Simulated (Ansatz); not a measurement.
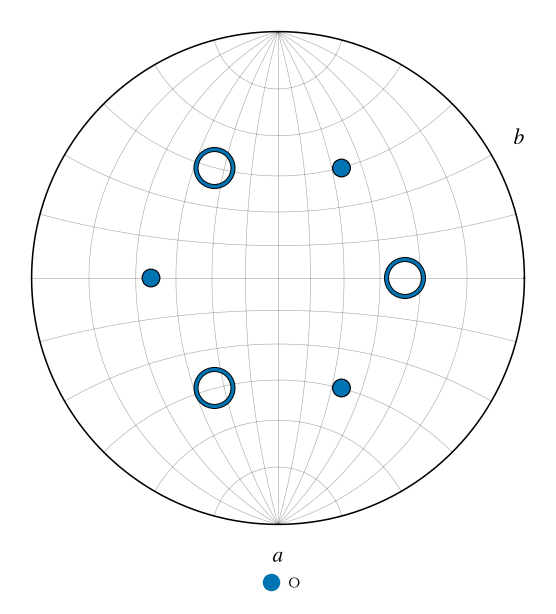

Directions from one magnesium atom at (0, 0, 0) to its bonded neighbours, in stereographic projection down c (filled: above the plane of the page or in it, open: below). Crystal: MgO, the geometry relaxed with Ansatz 0.2.0, DFT PBE, scalar-relativistic, plane waves, PAW; the starting structure was generated, so it need not be a known form of this composition. The drawing is computed from the coordinates (standard cell, symmetry found to 0.002 Å).

Neighbours are counted up to 2.53 Å for O.

```yaml
crystal:
  lattice:
    - [2.98437, 0.00000, 0.00000]
    - [-1.49219, 2.58454, 0.00000]
    - [0.00000, 0.00000, 10.14417]
  atoms:
    - { symbol: Mg, position: [0.00000, 0.00000, 0.00000] }
    - { symbol: O, position: [0.66667, 0.33333, 0.12101] }
    - { symbol: Mg, position: [0.33333, 0.66667, 0.25000] }
    - { symbol: O, position: [0.66667, 0.33333, 0.37899] }
    - { symbol: Mg, position: [0.00000, 0.00000, 0.50000] }
    - { symbol: O, position: [0.33333, 0.66667, 0.62101] }
    - { symbol: Mg, position: [0.66667, 0.33333, 0.75000] }
    - { symbol: O, position: [0.33333, 0.66667, 0.87899] }
```

**How many neighbours are there, and at what angles?**

6: 6 O at 2.12 Å. Angles between bonds: 90° (12×), 180° (3×).

**What is the site's symmetry in the crystal?**

Point group -3m (D3d), order 12: one threefold axis, three twofold axes, three mirror planes, an inversion centre. In No. 194, P6₃/mmc this is Wyckoff position 2a.
